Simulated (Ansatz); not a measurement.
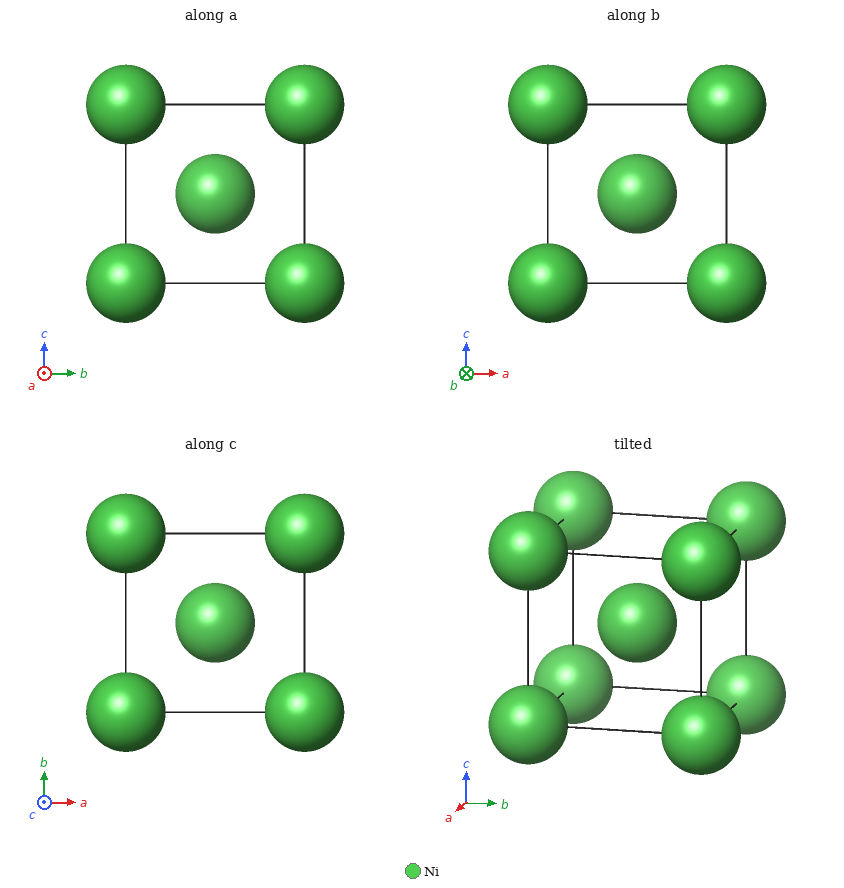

The figure gives a spheres-only picture of the atoms, viewed along the a axis, along the b axis, along the c axis and slightly off an axis. The lines enclose the conventional unit cell; boundary atoms appear with their images.

Lattice parameters: a = 2.7560 Å, b = 2.7560 Å, c = 2.7560 Å, α = 90.000°, β = 90.000°, γ = 90.000°.

Write the structure as a CIF in P1 with every atom of the cell.

Answer.
```cif
data_structure
_symmetry_space_group_name_H-M 'P 1'
_symmetry_Int_Tables_number 1
_cell_length_a 2.7560
_cell_length_b 2.7560
_cell_length_c 2.7560
_cell_angle_alpha 90.000
_cell_angle_beta 90.000
_cell_angle_gamma 90.000
_cell_volume 20.93
loop_
_atom_site_label
_atom_site_type_symbol
_atom_site_fract_x
_atom_site_fract_y
_atom_site_fract_z
_atom_site_occupancy
Ni1 Ni 0.0000 0.0000 0.0000 1
Ni2 Ni 0.5000 0.5000 0.5000 1
```

It goes back to a structure type filled with this element by a generator (whether the element takes this form wasn't checked). Earlier steps of the study may have refined or changed the cell and positions. A calculation with Ansatz used it as input.
